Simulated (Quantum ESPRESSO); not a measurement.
## Energy of Ge along an even scaling of the cell

System: Ge (P6₃mc, 4 atoms in the cell).
Method: Kohn-Sham DFT of a periodic cell, r2SCAN, SG15 PBE 1.2, no spin polarisation (Quantum ESPRESSO 7.5).

The 7 runs differ only in the geometry, by an even scaling of the cell at fixed fractional positions. The structure derives from a Materials Project entry.

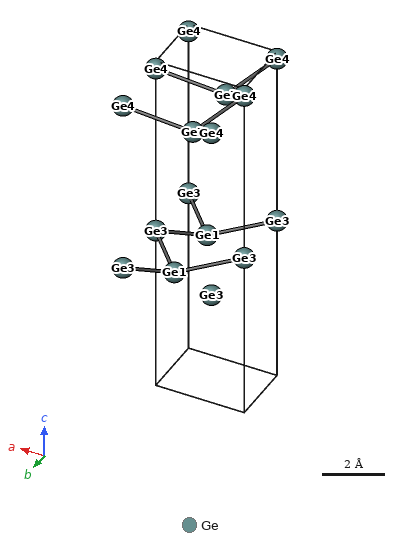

Figure 1. The structure of run 4 (ball-and-stick view of the cell of the calculation, repeated 1 × 2 × 1, seen at an oblique angle; atoms are numbered from 1 in the order of the input). An atom can appear more than once, as a periodic image.

**Input of run 4**
```
&CONTROL
  calculation = 'scf'
  prefix = 'pwscf'
  outdir = './tmp'
  pseudo_dir = './pseudo'
  tprnfor = .true.
  tstress = .true.
  disk_io = 'nowf'
/
&SYSTEM
  ibrav = 0
  nat = 4
  ntyp = 1
  ecutwfc = 70
  nbnd = 38
  input_dft = 'r2scan'
  occupations = 'smearing'
  smearing = 'fd'
  degauss = 0.00367493
  nosym = .true.
  nr1 = 48
  nr2 = 48
  nr3 = 120
/
&ELECTRONS
  conv_thr = 1d-08
  electron_maxstep = 120
  mixing_beta = 0.5
/
ATOMIC_SPECIES
Ge    72.6300 Ge_ONCV_PBE-1.2.upf
CELL_PARAMETERS angstrom
   4.0504045371    0.0000000000    0.0000000000
  -2.0252022685    3.5077532247    0.0000000000
   0.0000000000    0.0000000000   10.9933590000
ATOMIC_POSITIONS crystal
Ge     0.6666666667    0.3333333333    0.4148480000
Ge     0.3333333333    0.6666666667    0.9148480000
Ge     0.0000000000    0.0000000000    0.4774520000
Ge     0.0000000000    0.0000000000    0.9774520000
K_POINTS automatic
3 3 1 0 0 0
```

Command:
```bash
OMP_NUM_THREADS=1 mpirun -n 2 pw.x -in pw.in > pw.out
```

Run 3 differs from it as follows:
```diff
-   4.0504045371    0.0000000000    0.0000000000
-  -2.0252022685    3.5077532247    0.0000000000
-   0.0000000000    0.0000000000   10.9933590000
+   4.0232197949    0.0000000000    0.0000000000
+  -2.0116098974    3.4842105474    0.0000000000
+   0.0000000000    0.0000000000   10.9195758440
```

**Results, with one run withheld**

```csv
run,volume per atom (Å³),"free energy per atom, from the lowest run given (meV)",pressure (GPa)
1,36.705,0.00,−0.20
2,37.486,2.48,−0.84
3,38.267,?,?
4,39.048,15.85,−1.88
5,39.829,25.99,−2.30
6,40.610,38.00,−2.64
7,41.391,51.48,−2.89
```

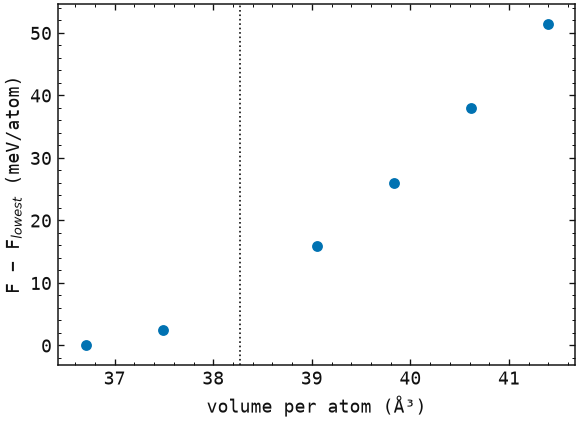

Figure 2. Free energy per atom of the runs given; the dotted line marks run 3.

Estimate the energy of run 3 from the others.

A cubic polynomial in V^(−2/3) (the Birch–Murnaghan form), fitted to the 6 runs given, misses them by at most 0.03 meV per atom. With x = V^(−2/3) − 0.08678 Å⁻², it reads F = 16.684 − 8053.4 x + 9.1375e+05 x² + 1.2916e+07 x³ (meV per atom). At run 3 it gives 7.89 meV per atom, and the run itself gives 7.90. The slope of the fit gives a pressure −dF/dV of −1.39 GPa there, and the run prints −1.40 GPa. The fit has no minimum inside this range.

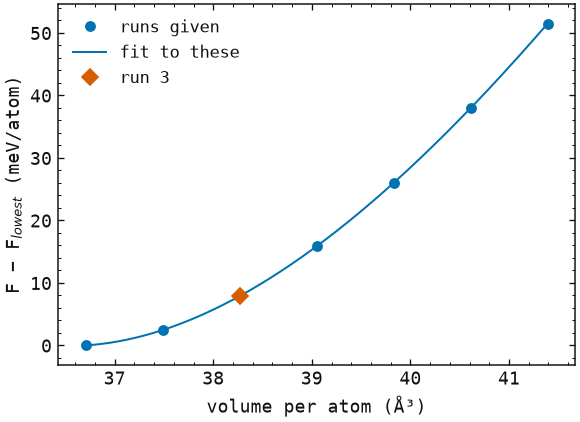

Figure 3. The fit and the withheld run.

**Some lines of the output (run 3)**
```
[...]
     total energy              =    -562.47327313 Ry
     total energy              =    -562.47385233 Ry
     total energy              =    -562.47418217 Ry
     total energy              =    -562.47394321 Ry
     total energy              =    -562.47443426 Ry
     total energy              =    -562.47446071 Ry
     total energy              =    -562.47446202 Ry
     total energy              =    -562.47446205 Ry
     total energy              =    -562.47446211 Ry
     the Fermi energy is     4.2677 ev
!    total energy              =    -562.47446211 Ry
     The total energy is F=E-TS. E is the sum of the following terms:
     Computing stress (Cartesian axis) and pressure
          total   stress  (Ry/bohr**3)                   (kbar)     P=      -13.97
```

Notes: Further notes kept with the run: potentials made for another functional. Notes on the run: negative rho. Points of doubt noted for this run: coarse mesh; potentials made for another functional. The k-point mesh is coarse for a cell of this size, so the results may not be converged.
